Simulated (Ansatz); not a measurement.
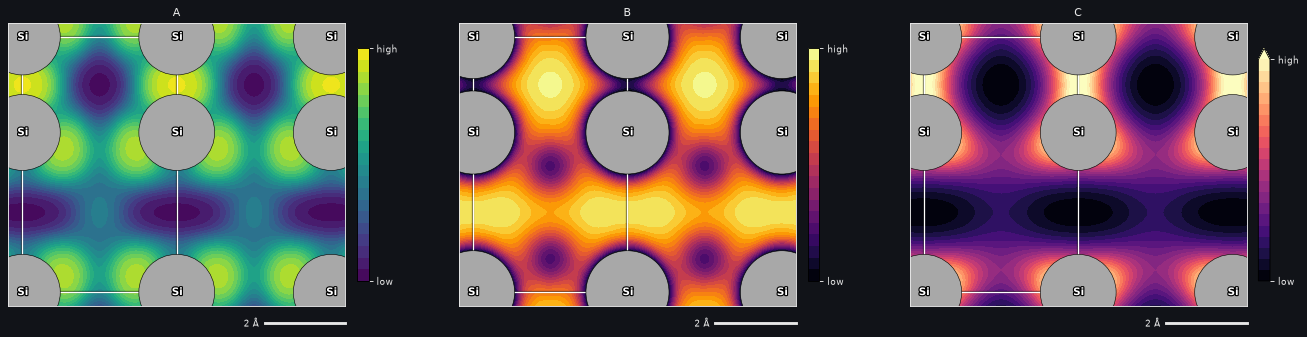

Si: 3 fields on the (100) plane of the conventional cell, with unlabelled colour scales. Grey discs cover the atomic cores.

Space group P6₃/mmc; a structure from a database of computed crystals, not necessarily the ambient phase.

These are results of Ansatz, Kohn-Sham DFT of a periodic cell, HSE06 form with a typed share of exact exchange, Ansatz PAW, not measurements.

Question: The panels show electron localisation function, electrostatic potential energy of an electron and valence pseudo-density in some order. Assign them.

Answer: Panel A: electron localisation function. Panel B: electrostatic potential energy of an electron (low next to the atoms, rising into the space between them). Panel C: valence pseudo-density. From the grid: Si–Si (2.37 Å): the density is about 0.56 e/Å³ at the midpoint; the ELF peaks at about 0.95 between the atoms (a shared electron pair).
